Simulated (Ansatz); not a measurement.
System: ZrS₂, space group P-3m1 (No. 164).

Input file:
```
crystal:
  lattice:
    - [3.6334705983, 0.0, 0.0]
    - [-1.8167352991, 3.1466778421, 0.0]
    - [0.0, 0.0, 5.9850699409]
  atoms:
    - { symbol: Zr, position: [0.0, 0.0, 0.0] }
    - { symbol: S, position: [0.3333333333, 0.6666666667, 0.2424564578] }
    - { symbol: S, position: [0.6666666667, 0.3333333333, 0.7575435422] }
basis:
  ecutwfc: 420
kpoints:
  mp_grid: { grid: [12, 12, 6] }
hamiltonian:
  xc: pbesol
scf:
  occupations: { method: fixed }
output:
  eigenvalues: true
phonons:
  method: dfpt
  dielectric: true
  rigid_motions: translations
  eigenvectors: true
```

Run as:
```bash
ansatz run input.yaml --threads 1 --pin off --max-ram 3072MiB --backend cpu --events-out ev --progress --plain --runs-dir out
```

How it was computed, with Ansatz 0.2.0: infrared-active and silent optical phonons at the zone centre of an insulator with atoms at rest in the given cell, intensity summed over the level, zero macroscopic field, imaginary frequencies are negative, field response on a mesh refined by the program; PAW. Level: PBEsol, no spin polarisation.

wave cutoff 420 eV; k mesh 12×12×6; occupations fixed; volume relative to the relaxed cell 1.02.

Describe the result: the infrared spectrum of the zone-centre phonons.

The strongest infrared line is at 158.0 cm⁻¹, and no other reaches 6 % of it.

| frequency (cm⁻¹) | degeneracy | infrared ((D/Å)²/amu) |
| --- | --- | --- |
| 158.0 | 2 | 60.1 |
| 249.4 | 2 | 0 |
| 310.5 | 1 | 0 |
| 322.6 | 1 | 2.1 |

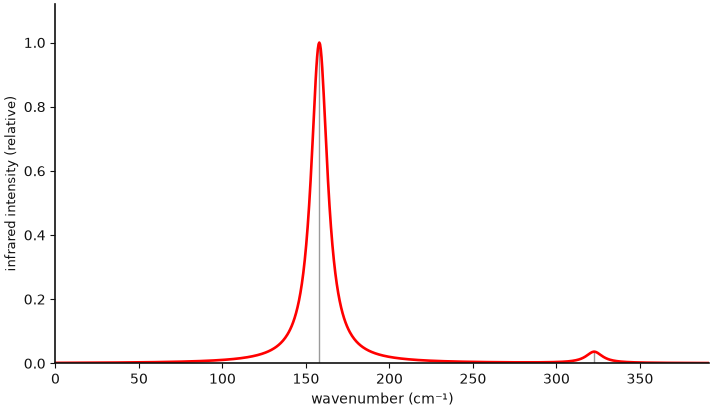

Lines are broadened by Lorentzians of 12 cm⁻¹ full width; the spectrum is scaled to its strongest line. These are zero-field (TO) frequencies; inactive modes don't show.
